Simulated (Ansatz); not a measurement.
Structure of Bi:

```yaml
crystal:
  lattice:
    - [3.49433, 0.00000, 0.00000]
    - [-1.74716, 3.02618, 0.00000]
    - [0.00000, 0.00000, 5.78643]
  atoms:
    - { symbol: Bi, position: [0.33333, 0.66667, 0.75000] }
    - { symbol: Bi, position: [0.66667, 0.33333, 0.25000] }
```

Basis of the simulation: the input geometry of an electronic-structure calculation (not necessarily at equilibrium); the starting structure was generated, so it need not be a known form of this composition.

Where will the first 3 clear peaks of its neutron PDF lie (peak width σ = 0.07 Å), and from which pairs do they come?

Answer. 1. 3.51 Å: Bi–Bi at 3.49–3.53 Å
2. 4.96 Å: Bi–Bi at 4.96 Å
3. 5.79 Å: Bi–Bi at 5.79 Å

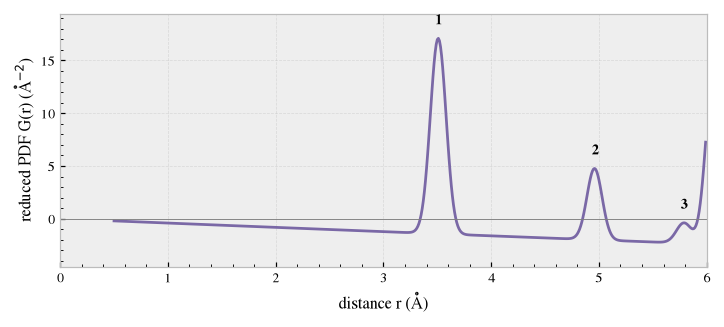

Simulated neutron pair distribution function, G(r) = R(r)/r − 4πρ₀r, summed over the atomic distances of the structure with each pair weighted by the product of the tabulated coherent neutron scattering lengths (natural isotope mix where the element has one); every distance is a Gaussian of σ = 0.07 Å, damped by exp(−(Q_damp r)²/2) with Q_damp = 0.040 Å⁻¹.
